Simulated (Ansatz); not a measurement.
**What a change does: single-point calculation on C**

System: C (slab, 20 atoms in the cell).
Method of run A: DFT PBEsol, scalar-relativistic, plane waves, PAW, no spin polarisation (Ansatz 0.2.0).

The structure derives from an entry of the Crystallography Open Database. Text and figures count atoms from 1; the logs count them from 0 in places.

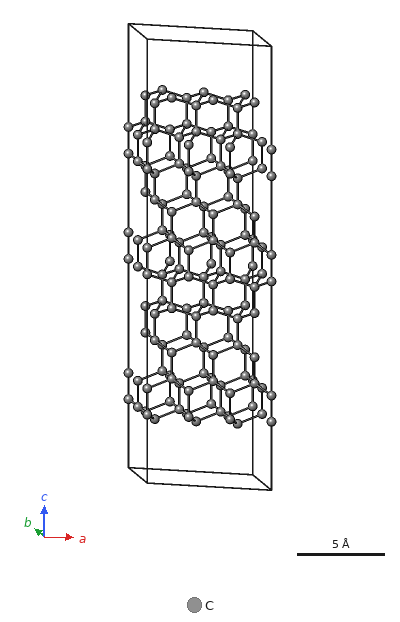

Fig. 1: The structure as given in the input (ball-and-stick view of the 3 × 2 repeat of the cell, with the vacuum cut short, seen slightly off an axis). An atom can appear more than once, as a periodic image. Near neighbours in the periodic cell (some may lie outside the picture): C has 3 C at 1.54 Å; C has 4 C at 1.54 to 1.56 Å.

## Input, run A
```yaml
crystal:
  lattice:
    - [2.5068463374, 0.0, 0.0]
    - [-1.2534231687, 2.1709926116, 0.0]
    - [0.0, 0.0, 34.071592834]
  atoms:
    - { symbol: C, position: [0.3333333333, 0.6666666667, 0.2201247249] }
    - { symbol: C, position: [0.0, 0.0, 0.2352977179] }
    - { symbol: C, position: [0.0, 0.0, 0.2804227512] }
    - { symbol: C, position: [0.6666666667, 0.3333333333, 0.295504114] }
    - { symbol: C, position: [0.6666666667, 0.3333333333, 0.3406291472] }
    - { symbol: C, position: [0.3333333333, 0.6666666667, 0.3558021403] }
    - { symbol: C, position: [0.3333333333, 0.6666666667, 0.4016339824] }
    - { symbol: C, position: [0.6666666667, 0.3333333333, 0.416811764] }
    - { symbol: C, position: [0.6666666667, 0.3333333333, 0.4619062974] }
    - { symbol: C, position: [0.0, 0.0, 0.4770840789] }
    - { symbol: C, position: [0.0, 0.0, 0.5229159211] }
    - { symbol: C, position: [0.6666666667, 0.3333333333, 0.5380889141] }
    - { symbol: C, position: [0.6666666667, 0.3333333333, 0.5832139474] }
    - { symbol: C, position: [0.3333333333, 0.6666666667, 0.5982953102] }
    - { symbol: C, position: [0.3333333333, 0.6666666667, 0.6434203434] }
    - { symbol: C, position: [0.0, 0.0, 0.6585933364] }
    - { symbol: C, position: [0.0, 0.0, 0.7044251786] }
    - { symbol: C, position: [0.3333333333, 0.6666666667, 0.7196029601] }
    - { symbol: C, position: [0.3333333333, 0.6666666667, 0.7646974935] }
    - { symbol: C, position: [0.6666666667, 0.3333333333, 0.7798752751] }
basis:
  ecutwfc: 420
kpoints:
  mp_grid: { grid: [12, 12, 1] }
hamiltonian:
  xc: pbesol
scf:
  occupations: { method: gaussian, width: 0.05 }
output:
  forces: true
  stress: true
  eigenvalues: true
  write_density: true
  write_potential: true
  elf: true
  volumetric_format: npy
efield:
  axis: 3
  dipole_correction: true
  ramp_width: 0.04
```

Command:
```bash
ansatz run input.yaml --threads 2 --pin off --max-ram 5120MiB --backend cpu --events-out ev --progress --plain --runs-dir out
```

Hardware: 2 threads of Intel Xeon (Granite Rapids), 32 GiB of memory available, shared host.

## Output, shortened to warnings, some set-up lines, iterations and results (run A)
```
WARN: The output density's exchange-correlation potential varies sharply where the density is thin. Do not read a vacuum level from v_tot or v_xc, or from such a field of the output density. On a cell that repeats whose density bears no net charge and no dipole along the vacuum's axis use v_es (v_loc + v_h of the components); under efield.dipole_correction with no amplitude use v_es + v_field, …
Basis set: ecut = 420 eV, 3611 PW (Γ), exchange–correlation on 36×36×480 points (8 copies of the dense FFT grid, shifted against one another)
Symmetry: 6 space group operations
k-points: 19 of 144 (time reversal used)
Initial density: superposition of atomic densities (neutral atoms: chi_scale 0, normalization atom), corrected by the library's trained network
[...]
SCF iter   1: F=—  HF=-4928.138518 eV  |F-HF|=—  |Δ(HF+E_count)|=         —  Δρ=1.80e-2  dr2=7.90e0  ethr=1.77e-3  p=0.000 e·Å  D=3.12e-4 V/Å  ΔV_dip=-0.01 eV  …
SCF iter   2: F=—  HF=-4928.052320 eV  |F-HF|=—  |Δ(HF+E_count)|=   8.62e-2  Δρ=9.38e-3  dr2=9.23e-1  ethr=1.77e-3  p=-0.003 e·Å  D=-2.58e-3 V/Å  ΔV_dip=0.09 eV  …
SCF iter   3: F=—  HF=-4928.100431 eV  |F-HF|=—  |Δ(HF+E_count)|=   4.81e-2  Δρ=8.67e-3  dr2=7.68e-1  ethr=1.15e-3  p=-0.001 e·Å  D=-1.07e-3 V/Å  ΔV_dip=0.04 eV  …
SCF iter   4: F=—  HF=-4928.025676 eV  |F-HF|=—  |Δ(HF+E_count)|=   7.48e-2  Δρ=6.75e-3  dr2=3.55e-1  ethr=9.60e-4  p=-0.001 e·Å  D=-1.42e-3 V/Å  ΔV_dip=0.05 eV  …
SCF iter   5: F=—  HF=-4928.009267 eV  |F-HF|=—  |Δ(HF+E_count)|=   1.64e-2  Δρ=4.96e-3  dr2=1.87e-1  ethr=4.43e-4  p=-0.001 e·Å  D=-9.97e-4 V/Å  ΔV_dip=0.03 eV  …
[... 15 lines ...]
SCF iter  21: F=—  HF=-4927.985647 eV  |F-HF|=—  |Δ(HF+E_count)|=   8.15e-7  Δρ=1.07e-5  dr2=3.82e-7  ethr=1.48e-9  p=-0.000 e·Å  D=-3.79e-4 V/Å  ΔV_dip=0.01 eV  …
SCF iter  22: F=—  HF=-4927.985647 eV  |F-HF|=—  |Δ(HF+E_count)|=   1.70e-7  Δρ=8.28e-6  dr2=2.35e-7  ethr=4.78e-10  p=-0.000 e·Å  D=-3.85e-4 V/Å  ΔV_dip=0.01 eV  …
SCF iter  23: F=—  HF=-4927.985647 eV  |F-HF|=—  |Δ(HF+E_count)|=   6.27e-8  Δρ=6.36e-6  dr2=1.13e-7  ethr=2.94e-10  p=-0.000 e·Å  D=-3.92e-4 V/Å  ΔV_dip=0.01 eV  …
SCF iter  24: F=-4927.985647 eV  HF=-4927.985647 eV  |F-HF|=7.24e-8  |Δ(HF+E_count)|=   6.94e-8  Δρ=5.39e-6  dr2=8.58e-8  ethr=1.25e-10  p=-0.000 e·Å  D=-3.96e-4 V/Å  …
SCF 1 converged in 24 iterations: F = -4927.985647 eV  dr2 = 8.58e-8
WARN: The output density's exchange-correlation potential varies sharply where the density is thin. Do not read a vacuum level from v_tot or v_xc, or from such a field of the output density. On a cell that repeats whose density bears no net charge and no dipole along the vacuum's axis use v_es …
SCF converged after 24 iterations
Free energy (F): -4927.985647 eV
Harris-Foulkes:  -4927.985647 eV  (|F-HF|=7.24e-8)
Internal energy: -4927.962686 eV  (E = F + TS)
E sigma→0 (E₀):  -4927.974167 eV
Entropy (-TS):   -0.022961 eV (-1.148 meV/atom)
Fermi energy:    6.478366 eV
Dipole field:    D = -0.000562 V/Å  (p = -0.000576 e·Å, saw-weighted, corrected)
Work function:   Φ+ = 5.6248 eV   Φ− = 5.6057 eV
[...]
```

The input of run B differs as follows (lines with − go, lines with + come):
```diff
-  mp_grid: { grid: [12, 12, 1] }
+  mp_grid: { grid: [10, 10, 1] }
+  convergence: { dr2_threshold: 1.0e-08 }
+  initial_density: { chi_scale: 0.3 }
-  write_density: true
-  write_potential: true
-  elf: true
-  volumetric_format: npy
```

How does run B compare with run A?

The energy doesn't change within 0.01 meV per atom. The SCF takes 32 iterations against 24. The irreducible k-points go from 19 to 14. The two runs start from different initial densities, which also moves the count.

## Output, shortened to warnings, some set-up lines, iterations and results (run B)
```
Warning: output.stress: scf.convergence.dr2_threshold = 1e-8 eV is looser than the 2e-9 eV advised for a printed stress (1e-10 eV for each atom of the cell: 20). What an SCF threshold leaves in a stress goes as its square root, and in the free energy as the threshold itself, and one threshold admits the most on a small cell: of the crystals measured, under no hybrid functional and no lock of the …
Basis set: ecut = 420 eV, 3611 PW (Γ), exchange–correlation on 36×36×480 points (8 copies of the dense FFT grid, shifted against one another)
Symmetry: 6 space group operations
k-points: 14 of 100 (time reversal used)
Initial density: superposition of atomic densities (chi_scale 0.3, normalization cell)
[...]
SCF iter   1: F=—  HF=-4933.202508 eV  |F-HF|=—  |Δ(HF+E_count)|=         —  Δρ=1.06e-1  dr2=1.53e1  ethr=3.10e-3  p=-0.000 e·Å  D=-1.11e-6 V/Å  ΔV_dip=0.00 eV  …
SCF iter   2: F=—  HF=-4928.174515 eV  |F-HF|=—  |Δ(HF+E_count)|=    5.03e0  Δρ=2.83e-2  dr2=1.20e0  ethr=3.10e-3  p=-0.001 e·Å  D=-1.06e-3 V/Å  ΔV_dip=0.04 eV  …
SCF iter   3: F=—  HF=-4927.988217 eV  |F-HF|=—  |Δ(HF+E_count)|=   1.86e-1  Δρ=8.11e-3  dr2=2.51e-1  ethr=1.51e-3  p=-0.001 e·Å  D=-1.14e-3 V/Å  ΔV_dip=0.04 eV  …
SCF iter   4: F=—  HF=-4928.055700 eV  |F-HF|=—  |Δ(HF+E_count)|=   6.75e-2  Δρ=8.51e-3  dr2=4.02e-1  ethr=3.14e-4  p=-0.001 e·Å  D=-1.15e-3 V/Å  ΔV_dip=0.04 eV  …
SCF iter   5: F=—  HF=-4927.979338 eV  |F-HF|=—  |Δ(HF+E_count)|=   7.64e-2  Δρ=3.14e-3  dr2=8.45e-2  ethr=3.14e-4  p=-0.001 e·Å  D=-1.20e-3 V/Å  ΔV_dip=0.04 eV  …
[... 23 lines ...]
SCF iter  29: F=—  HF=-4927.985580 eV  |F-HF|=—  |Δ(HF+E_count)|=   1.54e-8  Δρ=2.28e-6  dr2=4.32e-8  ethr=8.28e-11  p=-0.000 e·Å  D=-1.83e-4 V/Å  ΔV_dip=0.01 eV  …
SCF iter  30: F=—  HF=-4927.985580 eV  |F-HF|=—  |Δ(HF+E_count)|=  6.98e-10  Δρ=1.95e-6  dr2=3.11e-8  ethr=5.40e-11  p=-0.000 e·Å  D=-1.84e-4 V/Å  ΔV_dip=0.01 eV  …
SCF iter  31: F=—  HF=-4927.985580 eV  |F-HF|=—  |Δ(HF+E_count)|=   7.99e-9  Δρ=1.46e-6  dr2=1.99e-8  ethr=3.88e-11  p=-0.000 e·Å  D=-1.86e-4 V/Å  ΔV_dip=0.01 eV  …
SCF iter  32: F=-4927.985580 eV  HF=-4927.985580 eV  |F-HF|=1.15e-9  |Δ(HF+E_count)|=   1.23e-9  Δρ=1.08e-6  dr2=9.58e-9  ethr=1.25e-11  p=-0.000 e·Å  D=-1.86e-4 V/Å  …
SCF 1 converged in 32 iterations: F = -4927.985580 eV  dr2 = 9.58e-9
SCF converged after 32 iterations
Free energy (F): -4927.985580 eV
Harris-Foulkes:  -4927.985580 eV  (|F-HF|=1.15e-9)
Internal energy: -4927.962840 eV  (E = F + TS)
E sigma→0 (E₀):  -4927.974210 eV
Entropy (-TS):   -0.022741 eV (-1.137 meV/atom)
Fermi energy:    6.484541 eV
Dipole field:    D = -0.000221 V/Å  (p = -0.000226 e·Å, saw-weighted, corrected)
Work function:   Φ+ = 5.6109 eV   Φ− = 5.6034 eV
Levels:          The Fermi level and band energies are counted from a zero that moves with the ramp; work functions are not
--- Per-component energies (eV) ---
  E_band       = -265.795834
  E_kinetic    = 1834.784769
  E_local      = -95814.778972  (includes V_loc(G=0)·N_el)
  E_nonlocal   = 535.821508
  E_hartree    = 47257.038166
  E_xc         = -964.736614
  E_vxc        = -1200.976754  (∫ρ·V_xc dr)
  E_paw        = -1905.961632  (= ΣΔE_a)
  E_vpaw       = -134.701057  (= ΣTr[D̂ρ^β])
  E_aug_tail   = 0.000168  (compensation charges beyond the density's cutoff)
  E_efield     = 0.000000  (sawtooth field / dipole correction)
  E_vefield    = -0.000050  (∫n·V_field dr)
  E_ewald      = 44129.447757
  E_core_change = 0.422010  (= ΣΔE_core)
  E_smearing   = -0.022741  (= −TS)
  E_closure    = -0.000000  (closes the sum)
  Σ components = -4927.985580   (vs F -4927.985580, Δ=0.00e0)
--- Forces (eV/Å), atoms counted from 1 ---
  atom   1  C      0.00000000     0.00000000     4.27561838
  atom   2  C     -0.00000000    -0.00000000    -4.83623200
  atom   3  C      0.00000000     0.00000000     0.85665357
  atom   4  C      0.00000000    -0.00000000    -0.40614146
  atom   5  C      0.00000000     0.00000000     0.15664714
  atom   6  C      0.00000000    -0.00000000    -0.07060425
  atom   7  C      0.00000000    -0.00000000     0.03866525
  atom   8  C      0.00000000     0.00000000    -0.02019815
  atom   9  C      0.00000000    -0.00000000     0.01121181
  atom  10  C      0.00000000     0.00000000    -0.00859027
  atom  11  C      0.00000000     0.00000000     0.00895601
  atom  12  C      0.00000000    -0.00000000    -0.01167478
  atom  13  C      0.00000000     0.00000000     0.01942530
  atom  14  C      0.00000000    -0.00000000    -0.03766730
  atom  15  C      0.00000000     0.00000000     0.07789179
  atom  16  C      0.00000000    -0.00000000    -0.15916037
  atom  17  C      0.00000000    -0.00000000     0.37589801
  atom  18  C     -0.00000000     0.00000000    -0.82111955
  atom  19  C      0.00000000    -0.00000000     4.80932143
  atom  20  C     -0.00000000     0.00000000    -4.25885575
  max |Σ_I F_I| component: 4.48e-5 eV/Å
--- Stress (GPa, compression-positive) ---
        0.109946       0.000000      -0.000000
        0.000000       0.109946      -0.000000
[...]
```

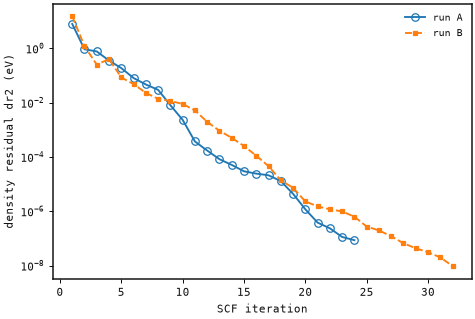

Fig. 2: Convergence of the two runs: density residual dr2 against the SCF iteration. Run A takes 24 iterations in all, and run B takes 32.

## The two runs side by side

```csv
quantity,run A,run B
outcome,converged,converged
free energy per atom (eV),−246.3993,−246.3993
"energy per atom, smearing taken to zero (eV)",−246.3987,−246.3987
gap on the mesh (eV),0.00,0.00
work function (eV),5.62,–
largest force (eV/Å),4.828,4.836
SCF iterations,24,32
irreducible k-points,19,14
plane waves at Γ,3611,3611
wall time (shared host),12 s,9.5 s
```

For run A: Warnings: the exchange-correlation potential is rough where the density is thin. For run B: These settings are looser than, or depart from, a standard set-up, so the numbers are not reference values for this system. Warnings: the SCF threshold is looser than advised for the printed stress.
